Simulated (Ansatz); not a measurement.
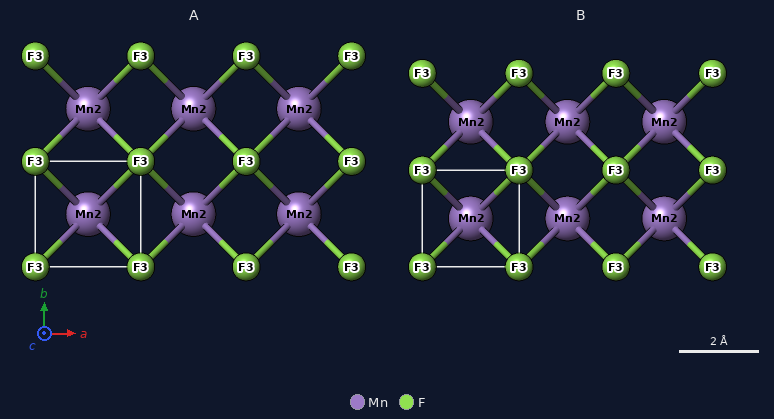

Two geometries of solid Mn2F (a generated structure, set up in P4/mmm), drawn at one scale. One is the start of a relaxation, the other its converged end. Style: ball-and-stick. Shown: the cell of the calculation, repeated 3 × 2 × 1 with one cell outlined, along the c axis.

Level of theory: Ansatz 0.2.0, DFT PBE, scalar-relativistic, plane waves, PAW. (plane-wave cutoff 420 eV; k-point mesh 18 × 18 × 8; occupations gaussian; smearing width 0.1 eV; collinear spin; cell and atoms relaxed; force threshold 0.01 eV/Å; at most 80 steps)

Question: Which one is relaxed?

Answer: Structure A is the relaxed one. The energy falls by 110 meV per atom in 13 accepted moves (17 points after the start). The largest force component goes from 0.011 to 0.0022 eV/Å. The pressure goes from 0.68 to 0.01 GPa. The line search rejected the trial step at point 6 of the run. The SCF was repeated 3 times at an unchanged geometry on a basis and grid sized afresh for the cell, which shifted the energy by 19.0 meV per atom at most. The largest moves relative to the cell, 0.16 Å, are those of Mn atoms. F stays in place. The drawn cell changes as follows: a = b 2.465 → 2.686 Å (+9.0 %), c 5.732 → 6.040 Å (+5.4 %); the volume changes by +25.1 %. Some distances before and after: Mn–Mn 2.200 → 2.638 Å, Mn–Mn 2.465 → 2.686 Å, F–Mn 2.482 → 2.550 Å. The space group stays P4/mmm (No. 123). The run may lie on a higher electronic state than the lowest, so the end point isn't shown to be the ground-state structure.
